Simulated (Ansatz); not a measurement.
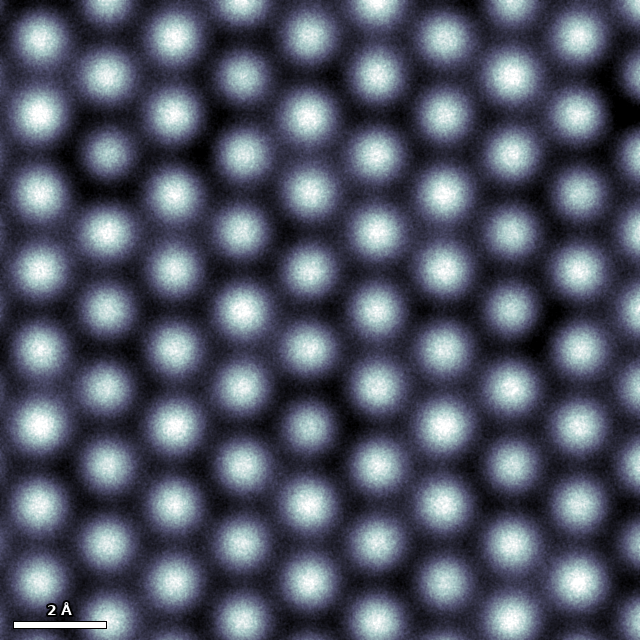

HAADF-like image of Ta (Fm-3m, No. 225). Simulated incoherent Z contrast: every atom adds Z^1.7 spread by a probe of 0.99 Å full width; channelling and multiple scattering are left out. Shot noise and the speckle of an amorphous layer were added. Structure used: the input geometry of an electronic-structure calculation (not necessarily at equilibrium); the starting structure was generated, so it need not be a known form of this composition.

```
Ta
1.0
     4.17034    0.00000    0.00000
     0.00000    4.17034    0.00000
     0.00000    0.00000    4.17034
Ta
4
Cartesian
  0.0000 0.0000 0.0000
  0.0000 2.0852 2.0852
  2.0852 0.0000 2.0852
  2.0852 2.0852 0.0000
```

### Along which zone axis is the crystal seen: [110], [210], [111] or [211]? (Directions equivalent by symmetry count as one.)

[111]. The projected cells are 2.55 × 2.55 Å, 109° for [110]; 0.93 × 2.09 Å, 90° for [210]; 1.70 × 1.70 Å, 120° for [111]; 1.47 × 2.41 Å, 90° for [211], and the image repeats as the [111] one does.
